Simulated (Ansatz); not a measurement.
System CdTe (space group F-43m, No. 216); source of the atomic positions: the input geometry of an electronic-structure calculation (not necessarily at equilibrium); the starting structure was generated, so it need not be a known form of this composition.

```
CELL_PARAMETERS angstrom
6.55991 0.00000 0.00000
0.00000 6.55991 0.00000
0.00000 0.00000 6.55991
ATOMIC_POSITIONS crystal
Cd 0.00000 0.00000 0.00000
Te 0.25000 0.25000 0.75000
Cd 0.00000 0.50000 0.50000
Te 0.25000 0.75000 0.25000
Cd 0.50000 0.00000 0.50000
Te 0.75000 0.25000 0.25000
Cd 0.50000 0.50000 0.00000
Te 0.75000 0.75000 0.75000
```

Bonds are taken as Cd–Te below 3.2 Å; no other contact counts. Simplification: prune 0- and 1-connected atoms, fold 2-connected ones into links.

What net does this leave?

The result is a uninodal 4-connected, three-periodic net: Cd and Te are 4-connected nodes. It is the dia net, known from diamond, zinc blende and cristobalite. It is a single net, without interpenetration.

```csv
node,links,point symbol,coordination sequence
Cd and Te,4,6⁶,4 12 24 42 64 92
```

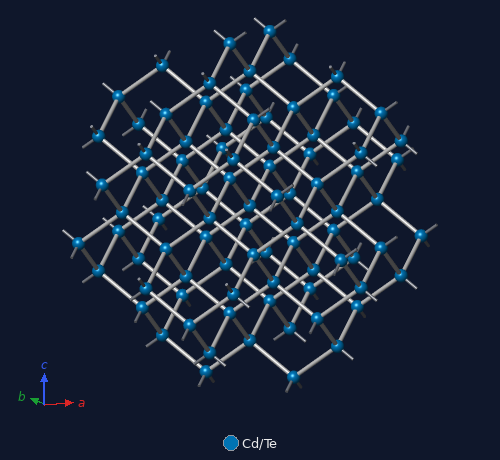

Nodes are coloured by topological kind. Edges to nodes outside the piece are drawn as stubs.
